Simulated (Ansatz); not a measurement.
**Geometry relaxation, with input and output: WS$_{2}$ (part 2 of 3)**

WS$_{2}$ (P3m1, 9 atoms in the cell); DFT PBE, scalar-relativistic, plane waves, PAW, no spin polarisation (Ansatz 0.2.0); cutoff 420 eV, 12×12×1 k-mesh, Gaussian smearing of 0.02 eV. The structure derives from a Materials Project entry. It belongs to a series of runs on one base structure; here: relaxed functional: PBE.

Geometry of the input (Å; fractional positions):
```
3.1830  0.0000  0.0000
-1.5915  2.7565  0.0000
0.0000  0.0000  28.5322
W  0.6667  0.3333  0.6593
W  0.3333  0.6667  0.8855
W  0.3333  0.6667  0.4344
S  0.6667  0.3333  0.9402
S  0.6667  0.3333  0.4890
S  0.3333  0.6667  0.7140
S  0.6667  0.3333  0.8308
S  0.6667  0.3333  0.3797
S  0.3333  0.6667  0.6046
```

### The program's output, continued
```
SCF iter   1: F=—  HF=-36574.319201 eV  |F-HF|=—  |Δ(HF+E_count)|=         —  Δρ=2.57e-3  dr2=1.31e-2  ethr=1.66e-5  ⟨swp⟩=3.6  Hψ=4700  notcnv=0
preconditioner: auto → Resta (q_TF=auto, 2.225 Å⁻¹)  ε∞=5.1  [insulator: Δε(μ)=1.664 eV  Ē_g=8.299 eV  σ=0.020 eV  W_gap=1.00  n_scr=20 (ndim 8)  ℏωp=16.8 eV  f_vac=0.375  D(μ)=0.00/eV (n_scr^D=0)  ε∞_Penn≈5.1  vacuum switching on, ρ_ref=5.0e-3 e/Å³]
SCF iter   2: F=—  HF=-36574.318004 eV  |F-HF|=—  |Δ(HF+E_count)|=   1.20e-3  Δρ=1.28e-3  dr2=2.82e-3  ethr=1.66e-5  ⟨swp⟩=2.5  Hψ=1248  notcnv=0  defer=5
SCF iter   3: F=—  HF=-36574.317796 eV  |F-HF|=—  |Δ(HF+E_count)|=   2.08e-4  Δρ=6.40e-4  dr2=6.77e-4  ethr=3.61e-6  ⟨swp⟩=2.2  Hψ=1140  notcnv=0  defer=2
SCF iter   4: F=—  HF=-36574.317784 eV  |F-HF|=—  |Δ(HF+E_count)|=   1.17e-5  Δρ=5.58e-5  dr2=1.21e-5  ethr=8.67e-7  ⟨swp⟩=2.5  Hψ=1565  notcnv=0
SCF iter   5: F=—  HF=-36574.317785 eV  |F-HF|=—  |Δ(HF+E_count)|=   5.56e-7  Δρ=2.60e-5  dr2=5.50e-6  ethr=1.55e-8  ⟨swp⟩=2.3  Hψ=1603  notcnv=0
SCF iter   6: F=—  HF=-36574.317784 eV  |F-HF|=—  |Δ(HF+E_count)|=   6.01e-7  Δρ=1.25e-5  dr2=1.29e-6  ethr=7.05e-9  ⟨swp⟩=2.2  Hψ=1323  notcnv=0
SCF iter   7: F=—  HF=-36574.317784 eV  |F-HF|=—  |Δ(HF+E_count)|=   1.37e-7  Δρ=3.18e-6  dr2=1.01e-7  ethr=1.65e-9  ⟨swp⟩=2.5  Hψ=1445  notcnv=0
SCF iter   8: F=-36574.317784 eV  HF=-36574.317784 eV  |F-HF|=2.95e-9  |Δ(HF+E_count)|=   1.80e-8  Δρ=9.06e-7  dr2=7.54e-9  ethr=5.19e-11  ⟨swp⟩=15.7  Hψ=7234  notcnv=0
SCF 6 converged in 8 iterations: F = -36574.317784 eV  dr2 = 7.54e-9
relax step   6: F+E_penalty+E_count = -36574.31778406 eV  Δ(F+E_penalty+E_count) = -1.314e-4 eV  max|allowed force component| = 6.298e-3 eV/Å  Δτ_max = 0.0374 Å  P = +0.008 GPa  Ω = 265.367 Å³  energy of the carried Pulay correction = -1.640e-3 eV  (8 SCF iters, dr2 threshold 4.05e-8 eV, accepted)
Crystal: 9 atoms, lattice volume = 265.901 Å³
iter 1 solved again at ethr=1.31e-5 eV; its pass at ethr=3.10e-3 eV (dr2=1.02e-2 eV) is discarded
SCF iter   1: F=—  HF=-36574.318911 eV  |F-HF|=—  |Δ(HF+E_count)|=         —  Δρ=2.28e-3  dr2=1.03e-2  ethr=1.31e-5  ⟨swp⟩=3.5  Hψ=4615  notcnv=0
preconditioner: auto → Resta (q_TF=auto, 2.224 Å⁻¹)  ε∞=5.1  [insulator: Δε(μ)=1.676 eV  Ē_g=8.298 eV  σ=0.020 eV  W_gap=1.00  n_scr=20 (ndim 8)  ℏωp=16.7 eV  f_vac=0.376  D(μ)=0.00/eV (n_scr^D=0)  ε∞_Penn≈5.1  vacuum switching on, ρ_ref=5.0e-3 e/Å³]
SCF iter   2: F=—  HF=-36574.317953 eV  |F-HF|=—  |Δ(HF+E_count)|=   9.57e-4  Δρ=1.13e-3  dr2=2.21e-3  ethr=1.31e-5  ⟨swp⟩=2.4  Hψ=1190  notcnv=0  defer=5
SCF iter   3: F=—  HF=-36574.317796 eV  |F-HF|=—  |Δ(HF+E_count)|=   1.58e-4  Δρ=5.67e-4  dr2=5.26e-4  ethr=2.83e-6  ⟨swp⟩=2.0  Hψ=1131  notcnv=0
SCF iter   4: F=—  HF=-36574.317790 eV  |F-HF|=—  |Δ(HF+E_count)|=   6.05e-6  Δρ=4.98e-5  dr2=9.94e-6  ethr=6.75e-7  ⟨swp⟩=2.2  Hψ=1411  notcnv=0
SCF iter   5: F=—  HF=-36574.317793 eV  |F-HF|=—  |Δ(HF+E_count)|=   2.94e-6  Δρ=2.90e-5  dr2=6.62e-6  ethr=1.27e-8  ⟨swp⟩=2.5  Hψ=1677  notcnv=0
SCF iter   6: F=—  HF=-36574.317787 eV  |F-HF|=—  |Δ(HF+E_count)|=   5.55e-6  Δρ=9.88e-6  dr2=7.83e-7  ethr=8.49e-9  ⟨swp⟩=2.1  Hψ=1240  notcnv=0
SCF iter   7: F=—  HF=-36574.317787 eV  |F-HF|=—  |Δ(HF+E_count)|=   6.85e-8  Δρ=3.09e-6  dr2=8.54e-8  ethr=1.00e-9  ⟨swp⟩=2.3  Hψ=1537  notcnv=0
SCF iter   8: F=—  HF=-36574.317787 eV  |F-HF|=—  |Δ(HF+E_count)|=   1.61e-8  Δρ=8.78e-7  dr2=7.90e-9  ethr=1.09e-10  ⟨swp⟩=2.0  Hψ=1308  notcnv=0
SCF iter   9: F=—  HF=-36574.317787 eV  |F-HF|=—  |Δ(HF+E_count)|=  6.33e-10  Δρ=8.24e-7  dr2=1.02e-8  ethr=1.01e-11  ⟨swp⟩=2.3  Hψ=1502  notcnv=0
SCF iter  10: F=—  HF=-36574.317787 eV  |F-HF|=—  |Δ(HF+E_count)|=   1.13e-9  Δρ=1.81e-7  dr2=3.84e-10  ethr=1.01e-11  ⟨swp⟩=2.0  Hψ=1170  notcnv=0
SCF iter  11: F=—  HF=-36574.317787 eV  |F-HF|=—  |Δ(HF+E_count)|=  5.82e-11  Δρ=1.14e-7  dr2=2.12e-10  ethr=1.00e-12  ⟨swp⟩=11.7  Hψ=5721  notcnv=0
SCF iter  12: F=-36574.317787 eV  HF=-36574.317787 eV  |F-HF|=1.46e-11  |Δ(HF+E_count)|=  3.64e-11  Δρ=4.31e-8  dr2=1.88e-11  ethr=1.00e-12  ⟨swp⟩=7.0  Hψ=5100  notcnv=0
SCF 7 converged in 12 iterations: F = -36574.317787 eV  dr2 = 1.88e-11
relax step   7: F+E_penalty+E_count = -36574.31778690 eV  Δ(F+E_penalty+E_count) = -2.844e-6 eV  max|allowed force component| = 1.198e-3 eV/Å  Δτ_max = 0.0334 Å  P = -0.008 GPa  Ω = 265.901 Å³  energy of the carried Pulay correction = -1.696e-3 eV  (12 SCF iters, accepted)
Crystal: 9 atoms, lattice volume = 265.966 Å³
iter 1 solved again at ethr=1.27e-6 eV; its pass at ethr=3.10e-3 eV (dr2=9.91e-4 eV) is discarded
SCF iter   1: F=—  HF=-36574.317902 eV  |F-HF|=—  |Δ(HF+E_count)|=         —  Δρ=7.12e-4  dr2=1.00e-3  ethr=1.27e-6  ⟨swp⟩=3.5  Hψ=4389  notcnv=0
preconditioner: auto → Resta (q_TF=auto, 2.224 Å⁻¹)  ε∞=5.1  [insulator: Δε(μ)=1.680 eV  Ē_g=8.299 eV  σ=0.020 eV  W_gap=1.00  n_scr=20 (ndim 8)  ℏωp=16.7 eV  f_vac=0.376  D(μ)=0.00/eV (n_scr^D=0)  ε∞_Penn≈5.1  vacuum switching on, ρ_ref=5.0e-3 e/Å³]
SCF iter   2: F=—  HF=-36574.317812 eV  |F-HF|=—  |Δ(HF+E_count)|=   8.97e-5  Δρ=3.53e-4  dr2=2.10e-4  ethr=1.27e-6  ⟨swp⟩=2.0  Hψ=1028  notcnv=0
SCF iter   3: F=—  HF=-36574.317797 eV  |F-HF|=—  |Δ(HF+E_count)|=   1.58e-5  Δρ=1.75e-4  dr2=4.83e-5  ethr=2.69e-7  ⟨swp⟩=2.1  Hψ=1131  notcnv=0
SCF iter   4: F=—  HF=-36574.317793 eV  |F-HF|=—  |Δ(HF+E_count)|=   3.92e-6  Δρ=1.49e-5  dr2=8.90e-7  ethr=6.20e-8  ⟨swp⟩=2.3  Hψ=1480  notcnv=0
SCF iter   5: F=—  HF=-36574.317788 eV  |F-HF|=—  |Δ(HF+E_count)|=   4.39e-6  Δρ=7.22e-6  dr2=5.36e-7  ethr=1.14e-9  ⟨swp⟩=2.4  Hψ=1679  notcnv=0
SCF iter   6: F=—  HF=-36574.317788 eV  |F-HF|=—  |Δ(HF+E_count)|=   5.91e-8  Δρ=2.98e-6  dr2=9.43e-8  ethr=6.88e-10  ⟨swp⟩=2.0  Hψ=1203  notcnv=0
SCF iter   7: F=—  HF=-36574.317788 eV  |F-HF|=—  |Δ(HF+E_count)|=   9.27e-9  Δρ=9.57e-7  dr2=8.78e-9  ethr=1.21e-10  ⟨swp⟩=2.2  Hψ=1330  notcnv=0
SCF iter   8: F=—  HF=-36574.317788 eV  |F-HF|=—  |Δ(HF+E_count)|=   1.32e-9  Δρ=5.26e-7  dr2=3.87e-9  ethr=1.13e-11  ⟨swp⟩=2.1  Hψ=1340  notcnv=0
SCF iter   9: F=—  HF=-36574.317788 eV  |F-HF|=—  |Δ(HF+E_count)|=  5.53e-10  Δρ=2.11e-7  dr2=4.64e-10  ethr=4.96e-12  ⟨swp⟩=2.0  Hψ=1160  notcnv=0
SCF iter  10: F=-36574.317788 eV  HF=-36574.317788 eV  |F-HF|=2.18e-11  |Δ(HF+E_count)|=    0.00e0  Δρ=7.47e-8  dr2=5.58e-11  ethr=1.00e-12  ⟨swp⟩=8.7  Hψ=5423  notcnv=0
SCF 8 converged in 10 iterations: F = -36574.317788 eV  dr2 = 5.58e-11
relax step   8: F+E_penalty+E_count = -36574.31778819 eV  Δ(F+E_penalty+E_count) = -1.281e-6 eV  max|allowed force component| = 1.071e-3 eV/Å  Δτ_max = 0.0103 Å  P = -0.005 GPa  Ω = 265.966 Å³  energy of the carried Pulay correction = -1.703e-3 eV  (10 SCF iters, accepted)
Crystal: 9 atoms, lattice volume = 265.906 Å³
iter 1 solved again at ethr=4.23e-6 eV; its pass at ethr=3.10e-3 eV (dr2=3.30e-3 eV) is discarded
SCF iter   1: F=—  HF=-36574.318186 eV  |F-HF|=—  |Δ(HF+E_count)|=         —  Δρ=1.30e-3  dr2=3.34e-3  ethr=4.23e-6  ⟨swp⟩=3.5  Hψ=4450  notcnv=0
preconditioner: auto → Resta (q_TF=auto, 2.224 Å⁻¹)  ε∞=5.1  [insulator: Δε(μ)=1.684 eV  Ē_g=8.299 eV  σ=0.020 eV  W_gap=1.00  n_scr=20 (ndim 8)  ℏωp=16.7 eV  f_vac=0.376  D(μ)=0.00/eV (n_scr^D=0)  ε∞_Penn≈5.1  vacuum switching on, ρ_ref=5.0e-3 e/Å³]
SCF iter   2: F=—  HF=-36574.317871 eV  |F-HF|=—  |Δ(HF+E_count)|=   3.15e-4  Δρ=6.45e-4  dr2=7.05e-4  ethr=4.23e-6  ⟨swp⟩=2.0  Hψ=1037  notcnv=0
SCF iter   3: F=—  HF=-36574.317821 eV  |F-HF|=—  |Δ(HF+E_count)|=   4.91e-5  Δρ=3.21e-4  dr2=1.64e-4  ethr=9.03e-7  ⟨swp⟩=2.1  Hψ=1125  notcnv=0
SCF iter   4: F=—  HF=-36574.317818 eV  |F-HF|=—  |Δ(HF+E_count)|=   3.41e-6  Δρ=2.68e-5  dr2=2.93e-6  ethr=2.10e-7  ⟨swp⟩=2.3  Hψ=1494  notcnv=0
SCF iter   5: F=—  HF=-36574.317810 eV  |F-HF|=—  |Δ(HF+E_count)|=   7.94e-6  Δρ=9.30e-6  dr2=1.38e-6  ethr=3.75e-9  ⟨swp⟩=2.4  Hψ=1633  notcnv=0
SCF iter   6: F=—  HF=-36574.317810 eV  |F-HF|=—  |Δ(HF+E_count)|=   1.13e-7  Δρ=4.98e-6  dr2=3.84e-7  ethr=1.77e-9  ⟨swp⟩=2.0  Hψ=1153  notcnv=0
SCF iter   7: F=—  HF=-36574.317810 eV  |F-HF|=—  |Δ(HF+E_count)|=   3.76e-8  Δρ=1.62e-6  dr2=3.34e-8  ethr=4.93e-10  ⟨swp⟩=2.1  Hψ=1166  notcnv=0
SCF iter   8: F=—  HF=-36574.317810 eV  |F-HF|=—  |Δ(HF+E_count)|=   4.71e-9  Δρ=1.05e-6  dr2=1.58e-8  ethr=4.28e-11  ⟨swp⟩=2.1  Hψ=1319  notcnv=0
SCF iter   9: F=—  HF=-36574.317810 eV  |F-HF|=—  |Δ(HF+E_count)|=   2.32e-9  Δρ=3.42e-7  dr2=9.13e-10  ethr=2.03e-11  ⟨swp⟩=2.0  Hψ=1134  notcnv=0
SCF iter  10: F=—  HF=-36574.317810 eV  |F-HF|=—  |Δ(HF+E_count)|=  5.82e-11  Δρ=1.07e-7  dr2=9.73e-11  ethr=1.17e-12  ⟨swp⟩=2.0  Hψ=1393  notcnv=0
SCF iter  11: F=-36574.317810 eV  HF=-36574.317810 eV  |F-HF|=5.09e-11  |Δ(HF+E_count)|=  7.28e-11  Δρ=9.11e-8  dr2=6.97e-11  ethr=1.00e-12  ⟨swp⟩=9.0  Hψ=5432  notcnv=0
SCF 9 converged in 11 iterations: F = -36574.317810 eV  dr2 = 6.97e-11
relax step   9: F+E_penalty+E_count = -36574.31780993 eV  Δ(F+E_penalty+E_count) = -2.174e-5 eV  max|allowed force component| = 6.946e-4 eV/Å  Δτ_max = 0.0188 Å  P = -0.002 GPa  Ω = 265.906 Å³  energy of the carried Pulay correction = -1.697e-3 eV  (11 SCF iters, accepted)
Basis set: ecut = 420 eV, 5249 PW (Γ), exchange–correlation on 48×48×432 points (8 copies of the dense FFT grid, shifted against one another)
Initial wavefunctions: pseudopotential atomic-orbital guess (no wavefunctions were taken with the density)
iter 1 solved again at ethr=3.78e-7 eV; its pass at ethr=3.10e-3 eV (dr2=2.95e-4 eV) is discarded
SCF iter   1: F=—  HF=-36574.318700 eV  |F-HF|=—  |Δ(HF+E_count)|=         —  Δρ=1.33e-4  dr2=3.17e-6  ethr=3.78e-7  ⟨swp⟩=4.1  Hψ=7322  notcnv=0
SCF iter   2: F=—  HF=-36574.319604 eV  |F-HF|=—  |Δ(HF+E_count)|=   9.04e-4  Δρ=6.76e-5  dr2=8.02e-7  ethr=4.06e-9  ⟨swp⟩=3.1  Hψ=1889  notcnv=0
SCF iter   3: F=—  HF=-36574.319929 eV  |F-HF|=—  |Δ(HF+E_count)|=   3.25e-4  Δρ=2.22e-6  dr2=7.12e-9  ethr=1.03e-9  ⟨swp⟩=2.9  Hψ=1832  notcnv=0
SCF iter   4: F=—  HF=-36574.319929 eV  |F-HF|=—  |Δ(HF+E_count)|=   1.95e-7  Δρ=6.99e-7  dr2=5.68e-9  ethr=9.13e-12  ⟨swp⟩=3.1  Hψ=1620  notcnv=0
SCF iter   5: F=—  HF=-36574.319929 eV  |F-HF|=—  |Δ(HF+E_count)|=   4.02e-9  Δρ=1.93e-7  dr2=2.62e-10  ethr=7.28e-12  ⟨swp⟩=2.0  Hψ=1145  notcnv=0
SCF iter   6: F=-36574.319929 eV  HF=-36574.319929 eV  |F-HF|=1.53e-10  |Δ(HF+E_count)|=   5.17e-9  Δρ=7.77e-8  dr2=5.62e-11  ethr=1.00e-12  ⟨swp⟩=8.9  Hψ=5487  notcnv=0
SCF 10 converged in 6 iterations: F = -36574.319929 eV  dr2 = 5.62e-11
relax step  10: F+E_penalty+E_count = -36574.31992942 eV  Δ(F+E_penalty+E_count) = -2.119e-3 eV  max|allowed force component| = 9.909e-4 eV/Å  Δτ_max = 0.0000 Å  P = +0.001 GPa  Ω = 265.906 Å³  stress off target by 3.46e-3 GPa  SCF on the basis re-selected at this cell (its energy is not comparable with the rows above)  (6 SCF iters)
```

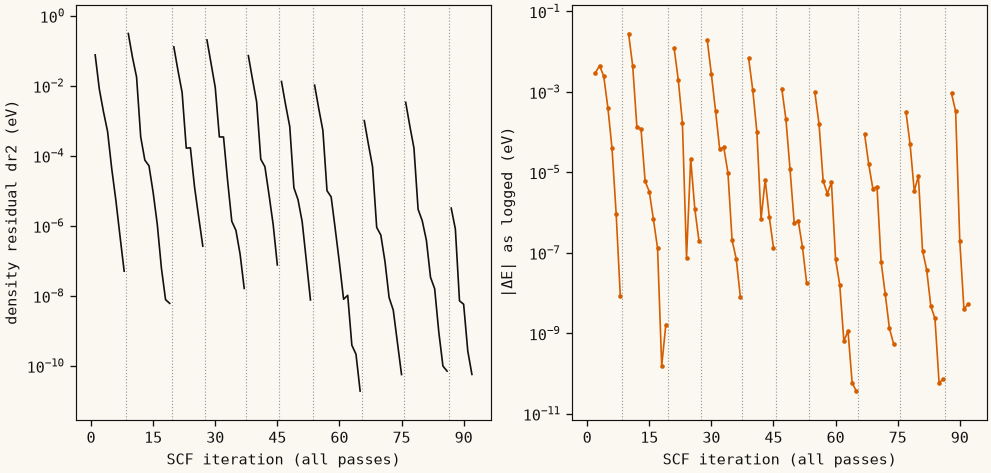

Figure 1. Convergence of the self-consistent field: density residual dr2 and size of the energy change against the SCF iteration. The dotted lines part the SCF passes of the relaxation: geometry steps, rejected trials and re-solves on a re-selected basis. The 10 passes take 6 to 12 iterations each, 92 in all.

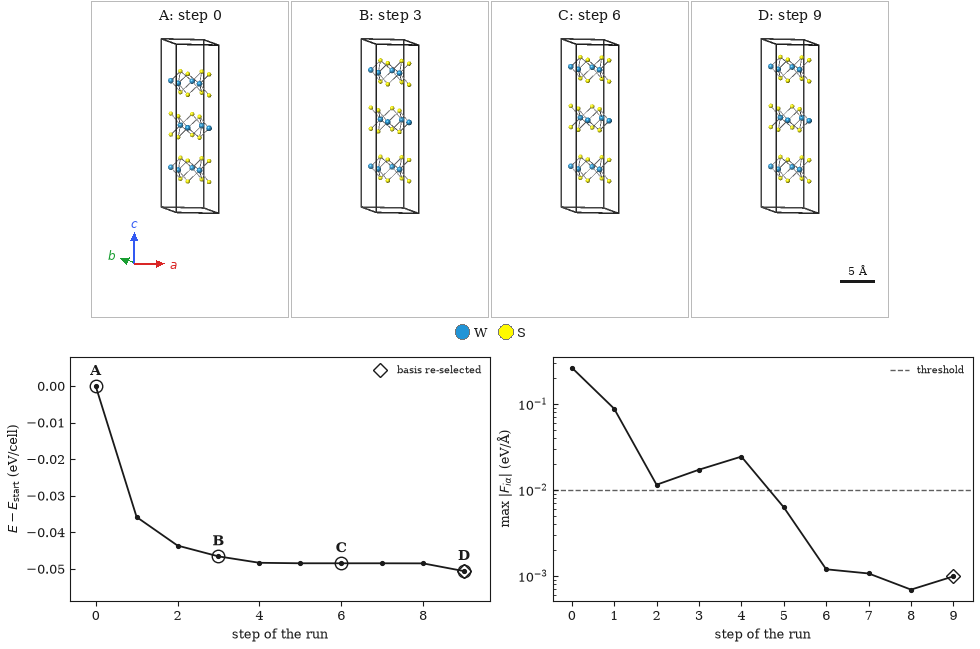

Figure 2. Frames of the relaxation (ball-and-stick view of the 2 × 2 repeat of the cell, with the vacuum cut short, seen slightly off an axis) above the curves, on which the letters mark them (the first geometry is step 0 here and step 1 in the log).

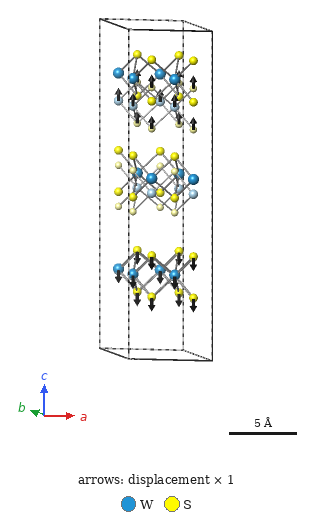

Figure 3. Start (faint) and end (solid) with the displacements as black arrows, at true length (ball-and-stick view of the 2 × 2 repeat of the cell, with the vacuum cut short, seen slightly off an axis). The largest move relative to the cell is that of S8, 1.01 Å. By element the largest moves are S 1.01 Å, W 1.00 Å. In the plane the drawn cell goes a 6.366 → 6.375 Å (+0.1 %), b 6.366 → 6.375 Å (+0.1 %). Distances before and after: W1–S6 2.410 → 2.420 Å. The space group (tolerance 0.01 Å) goes from P3m1 (No. 156) to P-6m2 (No. 187). Over 8 geometry steps the energy falls by 48.5 meV per cell of the calculation. Largest force component: 0.27 eV/Å at the start, 0.00099 eV/Å at the end. A last SCF at the same geometry on a re-selected plane-wave basis shifts the energy by −2.1 meV per cell of the calculation. (Atoms are counted from 1 in the order of the input.)

```
basis re-selected at this cell: Δ(F+E_penalty+E_count) = -2.119e-3 eV, ΔP = +0.003 GPa vs the last step (what re-selecting the basis moved, of the pressure what is left beyond the Pulay correction that the steps carried, after the strain that the cell walked since its last selection, with what the two solves' SCF thresholds leave and, on support functions, any second-order correction that the steps lacked; it is no measure of the basis error at this ecutwfc). The dense FFT grid was sized anew with the basis: this SCF ran on 24×24×216 points, the steps before it on 24×24×192, so part of this shift can come from that change (see relax.cell in the input reference). This SCF's stress stands 3.46e-3 GPa from its target on what of the cell is left free (relax.cell.stress_tol is 5.00e-2 GPa) and its largest allowed force component is 9.91e-4 eV/Å (relax.f_tol is 1.00e-2 eV/Å): within both
WARN: The output density's exchange-correlation potential varies sharply where the density is thin. Do not read a vacuum level from v_tot or v_xc, or from such a field of the output density. On a cell that repeats whose density bears no net charge and no dipole along the vacuum's axis use v_es (v_loc + v_h of the components); under efield.dipole_correction with no amplitude use v_es + v_field, which holds any external_charges[].barrier, or the levels of the report's work_function block, which leave it out; under a non-zero efield.amplitude the vacuum is tilted and has no level; on a cell that repeats and bears such a dipole with no correction it is tilted too, and efield.dipole_correction with no amplitude gives each side of its ramp a level where efield: is served; in a cell that repeats whose density bears a net charge (total_charge, or a fill off its count) it is curved and has none; of a slab under crystal.periodic whose density bears no net charge use v_es, which has a level on each side, short of where the two are joined; of another it falls or rises all the way out and has none; of a slab beside external_charges read slab_vacuum_level instead, which it has where they leave it neutral. The grid or the basis barely resolves most such structure, and the values can differ between equally converged runs; as a rule a tighter scf.convergence.dr2_threshold does not remove it. Where the density itself ripples (under the LDA too) a higher basis.ecutwfc lessens it. The files hold the spikes' plane waves up to the density's cutoff. Files: v_tot_of_output_density and the like, and their columns of v_z.tsv (output.write_potential); v_xc_of_output_density and the like, and their columns of v_comp_z.tsv (output.write_potential_components). Measured: with its Gaussian average of σ = 0.25 Å subtracted twice, the exchange-correlation potential is over 0.1 eV at 533 of the grid points where the equally averaged density (valence and model cores) is under 1e-3 e/Å³, and 0.503 eV at the most among them, at an averaged density of 9.5e-8 e/Å³. See output.write_potential in the manual, Limitations
SCF converged after 6 iterations
Free energy (F): -36574.319929 eV
```
